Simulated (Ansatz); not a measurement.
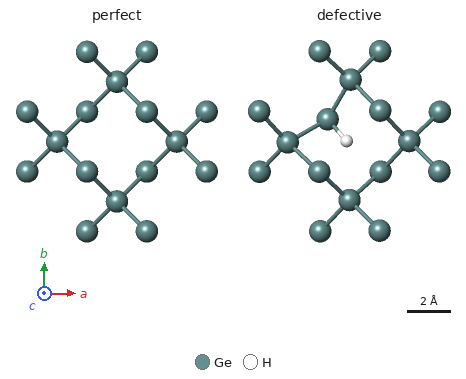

Left: perfect Ge. Right: the same region with one point defect, after relaxing the atoms in a supercell of 64 sites. The picture is a ball-and-stick view of the atoms within 6.0 Å of one point, in a slice 4.2 Å thick across the line of sight, seen along the c axis.

Computed with DFT, PBEsol, PAW, plane waves (Ansatz 0.2.0). Settings: plane-wave cutoff 420 eV; k-point mesh 1 × 1 × 1; mesh shifted by (0.25, 0.25, 0.25); no spin polarisation. Fermi-Dirac smearing of 0.01 eV. A uniform background neutralises the charged cell. The axes drawn are those of the host's conventional cell.

> What kind of defect was made?

An extra hydrogen atom is put between the host's atoms (an interstitial).

The charge state of the cell is +1.

> How does the lattice respond?

The H atom starts with 10 Ge at 2.45 to 2.84 Å around its place and ends with 1 Ge at 1.64 Å. Of the host's atoms, a germanium atom moves furthest from its site, by 0.62 Å. The H atom itself moves 0.22 Å from where it was put.

Limits of the set-up: the cell is charged, on a uniform background, and energies carry no finite-size correction.
